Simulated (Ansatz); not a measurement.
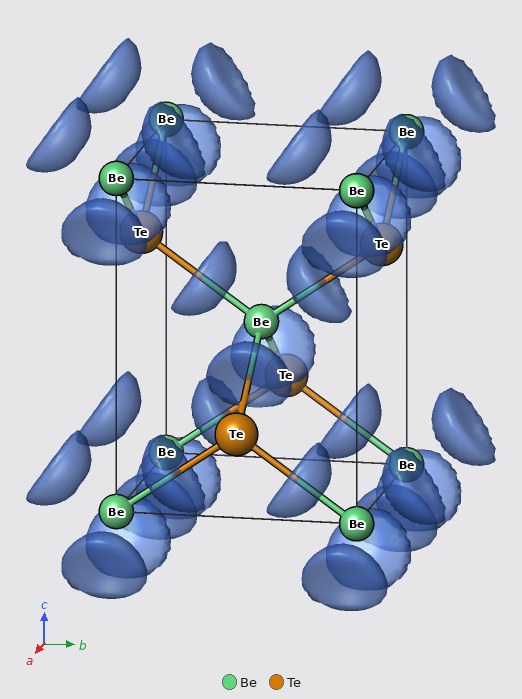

Figure 1: BeTe. Isosurface of the electron localisation function at 0.75 (blue), seen slightly off an axis. Only the valence region is drawn (cores and ρ < 0.01 e/Å³ removed). Sticks mark near contacts.

Space group I-4m2; started from the zincblende prototype, which need not be the ambient phase; changed on purpose from its base cell (uniaxial z strain -1.0%).

Level of theory: DFT, HSE06, plane waves, PAW in Ansatz.

Core electrons are frozen (PAW), and the valence fields are smoothed inside the atomic spheres.

```
CELL_PARAMETERS angstrom
2.82862 -2.82862 0.00000
2.82862 2.82862 0.00000
0.00000 0.00000 5.60067
ATOMIC_POSITIONS crystal
Be 0.00000 0.00000 0.00000
Be 0.50000 0.50000 0.50000
Te 0.00000 0.50000 0.25000
Te 0.50000 0.00000 0.75000
```

### Identify the bonds, lone pairs and shells in this picture.

The surface consists of eight regions between bonded Be–Te atoms (shared pairs), counted in one cell of 4 atoms. Regions shared between cells count once. Along the contacts the grid gives the following. Be–Te (2.44 Å): the ELF peaks at about 0.90 between the atoms: localised, covalent bonding.
